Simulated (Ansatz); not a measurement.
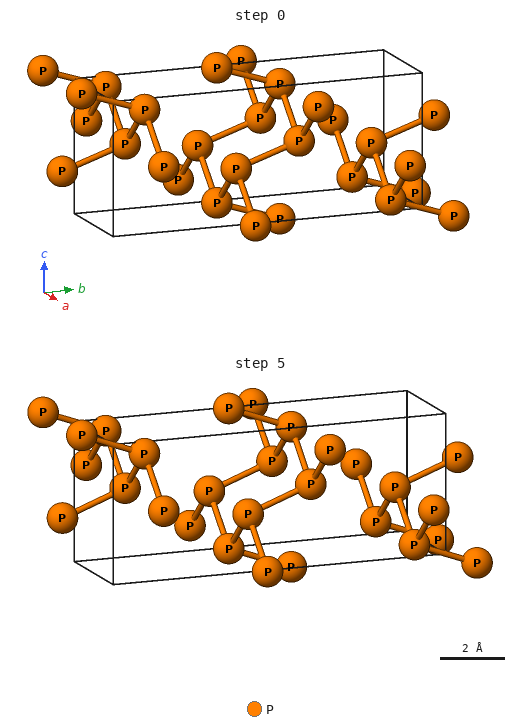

The structure of solid P (built on the black type) (coarse preliminary run) before (top) and after (bottom) a relaxation, at one scale.

Style: ball-and-stick. Shown: the conventional cell (2 times the calculation's cell), slightly off an axis. Lengths and directions refer to the drawn axes.

The calculation used DFT PBE, scalar-relativistic, plane waves, PAW (Ansatz). (plane-wave cutoff 600 eV; k-point mesh 6 × 6 × 4; occupations gaussian; smearing width 0.05 eV; no spin polarisation; cell and atoms relaxed; force threshold 0.03 eV/Å; at most 60 steps)

### Summarise the run.

The energy falls by 9.2 meV per atom in 4 accepted moves (5 points after the start). Largest force component: 0.1 eV/Å at the start, 0.015 eV/Å at the end. Pressure: 2.28 GPa at the start and 0.08 GPa at the end. At 1 point the geometry stayed and the basis and grid were re-selected for the new cell (energy shift of 0.1 meV per atom at most each time). The largest moves relative to the cell, 0.089 Å, are those of P atoms. Cell: a 3.314 → 3.320 Å (+0.2 %), b 10.478 → 11.271 Å (+7.6 %), c 4.376 → 4.541 Å (+3.8 %). Volume +11.9 %. Near-neighbour distances that change, for instance: P–P 2.244 → 2.259 Å, P–P 2.224 → 2.231 Å. The space group stays Cmce (No. 64).
